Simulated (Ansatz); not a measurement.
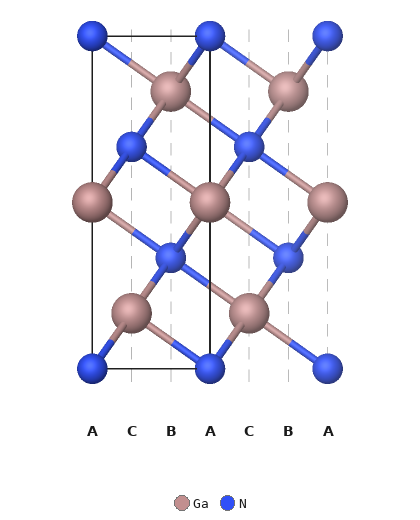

The picture looks along a close-packed row of the hexagonal mesh; [111] points upwards. The dashed lines mark the three columns A (0, 0), B (1/3, 2/3) and C (2/3, 1/3). The box is the hexagonal cell of the face-centred cubic lattice. The sequence starts with the first layer at or above the cell's origin.

The compound is GaN (space group Fm-3m, No. 225), taken as a calculation's input that goes back to an entry of the Crystallography Open Database (an earlier step may have relaxed or displaced it).

Q: Read off the stacking sequence over one period.

A: N(A) – Ga(C) – N(B) – Ga(A) – N(C) – Ga(B) (six layers in 7.30 Å).

Q: How are the N layers alone stacked?

A: N layers alone: ABC, the cubic close-packed type.

Q: Which positions between or in the N layers do the other atoms fill?

A: Ga: three octahedral sites in each hexagonal cell.
